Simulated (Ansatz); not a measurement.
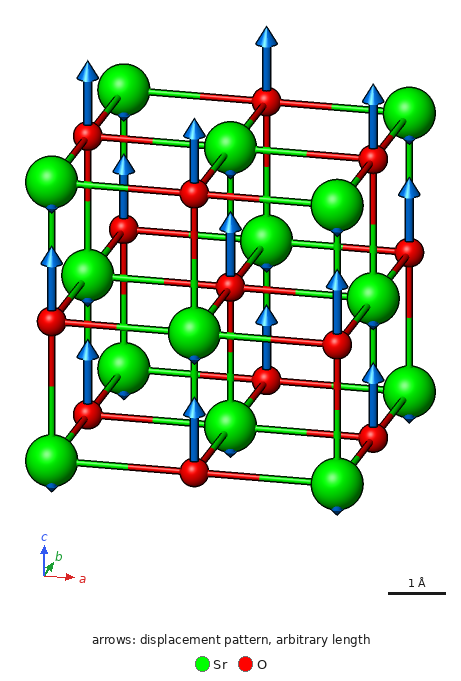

The lowest optical mode of solid SrO relaxed at −1 GPa, space group Fm-3m (No. 225), at the zone centre. The blue arrows are the displacements of the atoms (eigenvector over the root of the mass), of arbitrary overall length and sign. The picture is a ball-and-stick view of the conventional cell (4 times the calculation's cell), seen slightly off an axis. Lengths and directions refer to the drawn axes.

Level of theory: DFT PBE, scalar-relativistic, plane waves, PAW in Ansatz 0.2.0.

Input file:
```yaml
crystal:
  lattice:
    - [0.0, 2.6080418348, 2.6080418348]
    - [2.6080418348, 0.0, 2.6080418348]
    - [2.6080418348, 2.6080418348, 0.0]
  atoms:
    - { symbol: Sr, position: [0.0, 0.0, 0.0] }
    - { symbol: O, position: [0.5, 0.5, 0.5] }
basis:
  ecutwfc: 420
kpoints:
  mp_grid: { grid: [8, 8, 8] }
hamiltonian:
  xc: pbe
scf:
  occupations: { method: fixed }
output:
  eigenvalues: true
phonons:
  method: dfpt
  dielectric: true
  rigid_motions: translations
  eigenvectors: true
```

Run as
```bash
ansatz run input.yaml --threads 1 --pin off --max-ram 1228MiB --backend cpu --events-out ev --progress --plain --runs-dir out
```

Frequencies are those without the non-analytic (LO–TO) term.

Is the structure stable against all modes at this point?

Yes: this softest mode has a real frequency, and so have all others here. That speaks for this wave vector alone: the rest of the zone wasn't checked in this run. This is the T₁u mode (triply degenerate; one member of the set is drawn) at 182 cm⁻¹, the only optical level, infrared-active by symmetry. The O sublattice moves against the Sr sublattice, along c; it stretches the shortest O–Sr bonds (2.61 Å); the kinetic energy is shared as O 85 %, Sr 15 %. Its infrared intensity is 30 (D/Å)²/amu for the set. The value is the transverse one; the longitudinal partner lies at 440 cm⁻¹.
